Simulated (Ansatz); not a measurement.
# C5H8O2 (methyl methacrylate): MP2/6-31G(d) (spherical functions)

Aim: the vertical singlet–triplet gap of C5H8O2 (methyl methacrylate) at MP2/6-31G* (spherical functions), from 2 runs. 

The results are computed with Ansatz 0.2.0.

43 further runs of the same task are left out: 43 set aside as unsound or not needed.

## 1. The system as given

C5H8O2: 15 atoms, total charge 0, spin state singlet. SMILES: `C=C(C)C(=O)OC`. The coordinates come from a PBE0-D4/def2-TZVP relaxation. This is one conformer, not always the lowest.

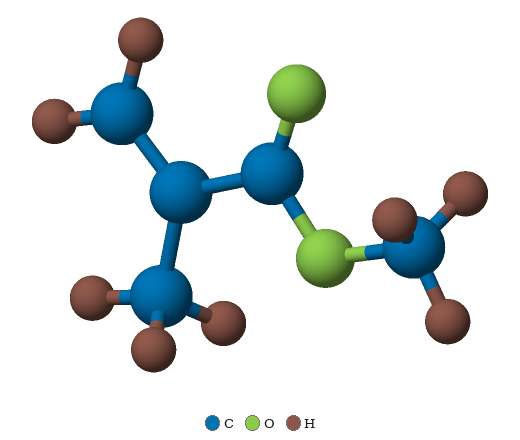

The structure, seen from a chosen angle (carbon blue, oxygen green, hydrogen brown).

## 2. A single-point energy at MP2/6-31G(d) (spherical functions)

Input file in.yaml:

```yaml
crystal:
  periodic: [false, false, false]
  atoms:
    - {symbol: C, position_ang: [-2.115470, 0.766080, 0.491160]}
    - {symbol: C, position_ang: [-0.980280, 0.074110, 0.472930]}
    - {symbol: C, position_ang: [-0.703860, -1.102000, 1.351370]}
    - {symbol: C, position_ang: [0.066050, 0.518890, -0.491900]}
    - {symbol: O, position_ang: [-0.031390, 1.446280, -1.252800]}
    - {symbol: O, position_ang: [1.161360, -0.251450, -0.416360]}
    - {symbol: C, position_ang: [2.212190, 0.104920, -1.305790]}
    - {symbol: H, position_ang: [-2.923090, 0.503830, 1.164690]}
    - {symbol: H, position_ang: [-2.251020, 1.610120, -0.173900]}
    - {symbol: H, position_ang: [-0.492270, -1.995320, 0.759000]}
    - {symbol: H, position_ang: [0.174660, -0.928530, 1.977370]}
    - {symbol: H, position_ang: [-1.558440, -1.305430, 1.997330]}
    - {symbol: H, position_ang: [1.876680, 0.039980, -2.341850]}
    - {symbol: H, position_ang: [3.014700, -0.605400, -1.119350]}
    - {symbol: H, position_ang: [2.550210, 1.123900, -1.111900]}
basis:
  gaussian:
    orbitals: 6-31G_st_-spherical.json
correlation:
  method: mp2
  frozen_orbitals: {C: 1, H: 0, O: 1}
accuracy: high
```

The basis set 6-31G* is read from a file made from the Basis Set Exchange's data (not shown).

Run with:

```
$ ansatz run in.yaml --threads 1 --pin off --max-ram 3480MiB --events-out events.jsonl --progress --plain --runs-dir runs
```

The program printed:

```text
Warning: RAYON_NUM_THREADS=1 ignored (pool sized by the plan → 1); use --threads N
Functional definition: HF
  name "HF"
  exchange = exact_x
  correlation = 0
2852 factors; integrals over basis functions are off by at most 1.0e-8 eV
mean field evaluation 1: about -9348.4950 eV, gradient 4.4e1 eV
mean field evaluation 2: about -9348.5044 eV, gradient 4.4e1 eV
mean field evaluation 4: about -9352.8751 eV, gradient 5.6e0 eV
mean field evaluation 8: about -9352.9673 eV, gradient 4.5e-1 eV
mean field -9352.96884564 eV, -343.7152654074 hartree, gradient 1.9e-8 eV, S^2 0.000000; 0 other end points of the search recorded, 0 dependent functions left out; unrestricted orbitals would lower it
mean field evaluation 16: about -9352.8812 eV, gradient 1.6e0 eV
7 core orbitals not correlated: weight in the atoms' cores, before any rotation towards them, 1.000 or more for the frozen orbitals, at most 0.000 for the correlated occupied ones
reference -9352.96884564 eV, -343.7152654074 hartree; 20, 20 occupied and 87, 87 virtual orbitals, 2852 factors
second order -26.59378858 eV of doubles, -0.00000000 eV of singles
Total energy: -9379.56263422 eV, -344.6925691117 hartree
```

Wall time 9.3 s (1 thread of Arm Neoverse V1, shared host); peak memory 0.43 GiB.

## 3. The triplet, same level

Input file job.yaml:

```yaml
basis:
  gaussian:
    orbitals: 6-31G_st_-spherical.json
crystal:
  periodic: [false, false, false]
  atoms:
    - {symbol: C, position_ang: [-2.115470, 0.766080, 0.491160]}
    - {symbol: C, position_ang: [-0.980280, 0.074110, 0.472930]}
    - {symbol: C, position_ang: [-0.703860, -1.102000, 1.351370]}
    - {symbol: C, position_ang: [0.066050, 0.518890, -0.491900]}
    - {symbol: O, position_ang: [-0.031390, 1.446280, -1.252800]}
    - {symbol: O, position_ang: [1.161360, -0.251450, -0.416360]}
    - {symbol: C, position_ang: [2.212190, 0.104920, -1.305790]}
    - {symbol: H, position_ang: [-2.923090, 0.503830, 1.164690]}
    - {symbol: H, position_ang: [-2.251020, 1.610120, -0.173900]}
    - {symbol: H, position_ang: [-0.492270, -1.995320, 0.759000]}
    - {symbol: H, position_ang: [0.174660, -0.928530, 1.977370]}
    - {symbol: H, position_ang: [-1.558440, -1.305430, 1.997330]}
    - {symbol: H, position_ang: [1.876680, 0.039980, -2.341850]}
    - {symbol: H, position_ang: [3.014700, -0.605400, -1.119350]}
    - {symbol: H, position_ang: [2.550210, 1.123900, -1.111900]}
magnetization:
  spin_polarized: true
  initial_magnetization: 2
correlation:
  method: mp2
  frozen_orbitals: {C: 1, H: 0, O: 1}
accuracy: high
```

The basis set 6-31G* is read from a file made from the Basis Set Exchange's data (not shown).

Run with:

```
$ ansatz run job.yaml --threads 1 --pin off --max-ram 3480MiB --events-out events.jsonl --progress --plain --runs-dir runs
```

The program printed:

```text
Warning: RAYON_NUM_THREADS=1 ignored (pool sized by the plan → 1); use --threads N
[... 4 set-up lines as earlier in the session ...]
2854 factors; integrals over basis functions are off by at most 1.0e-8 eV
mean field evaluation 1: about -9344.5647 eV, gradient 3.1e1 eV
mean field evaluation 2: about -9344.5735 eV, gradient 3.1e1 eV
mean field evaluation 4: about -9349.5662 eV, gradient 4.7e0 eV
mean field evaluation 8: about -9349.9073 eV, gradient 3.0e-1 eV
mean field evaluation 16: about -9349.9102 eV, gradient 3.7e-8 eV
mean field -9349.91024058 eV, -343.6028637446 hartree, gradient 3.7e-8 eV, S^2 2.041847; 2 other end points of the search recorded, 0 dependent functions left out
7 core orbitals not correlated: weight in the atoms' cores, before any rotation towards them, 1.000 or more for the frozen orbitals, at most 0.000 for the correlated occupied ones
reference -9349.91024058 eV, -343.6028637446 hartree; 21, 19 occupied and 86, 88 virtual orbitals, 2854 factors
second order -25.36371912 eV of doubles, -0.00000000 eV of singles
Total energy: -9375.27395970 eV, -344.5349632301 hartree
```

Run time: 20 s. Hardware: 1 thread of Arm Neoverse V1, shared host; peak memory 0.55 GiB.

## 4. Outcome

At MP2/6-31G* (spherical functions), 7 core orbitals frozen:

| quantity | value |
| --- | --- |
| singlet: total energy | -344.69257 Eh |
| singlet: correlation energy (7 core orbitals frozen) | -977.3 mEh |
| triplet: total energy | -344.53496 Eh |
| triplet: correlation energy (7 core orbitals frozen) | -932.1 mEh |
| triplet: ⟨S²⟩ of the reference determinant | 2.042 |
| vertical energy of the triplet above the singlet | 4.289 eV |

In words: At this shape the triplet lies 4.29 eV (99 kcal/mol) above the singlet. The restricted solution (singlet) is unstable to spin breaking: an unrestricted one lies lower.
